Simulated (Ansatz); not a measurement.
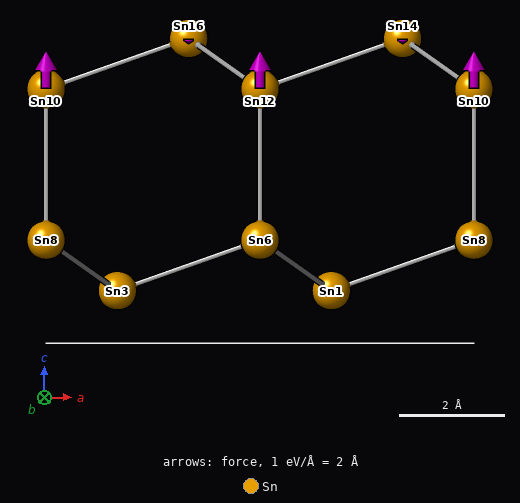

Starting geometry of a slab of composition Sn (cut from the Fd-3m phase) with the computed forces as purple arrows. A ball-and-stick model of the cell of the calculation, outlined in the plane, without the vacuum, seen along the b axis.

Case: clean slab, lower planes held. The slab is the (1 1 1) face of Sn. 8 atoms are held fixed.

Method: Ansatz, DFT PBE, scalar-relativistic, plane waves, PAW. Settings: plane-wave cutoff 420 eV; k-point mesh 3 × 3 × 1; occupations gaussian; smearing width 0.1 eV; no spin polarisation; dipole correction; atoms relaxed in a fixed cell; force threshold 0.03 eV/Å; at most 70 steps.

Question: What follows when this structure is relaxed?

Answer: It isn't relaxed: the largest force vector, on Sn atoms, is 0.38 eV/Å. The final displacements follow the starting forces only in part (cosine between the two patterns 0.77). Over 2 geometry steps the energy falls by 68.2 meV per cell of the calculation. Largest force component: 0.38 eV/Å at the start, 0.016 eV/Å at the end. The largest moves, 0.11 Å, are those of Sn atoms. The cell doesn't change. Near-neighbour distances that change, for instance: Sn–Sn 2.882 → 2.993 Å, Sn–Sn 2.882 → 2.867 Å. Cost: 68 s on 4 threads of Arm Neoverse V1, on a shared host, peak memory 2.8 GiB.
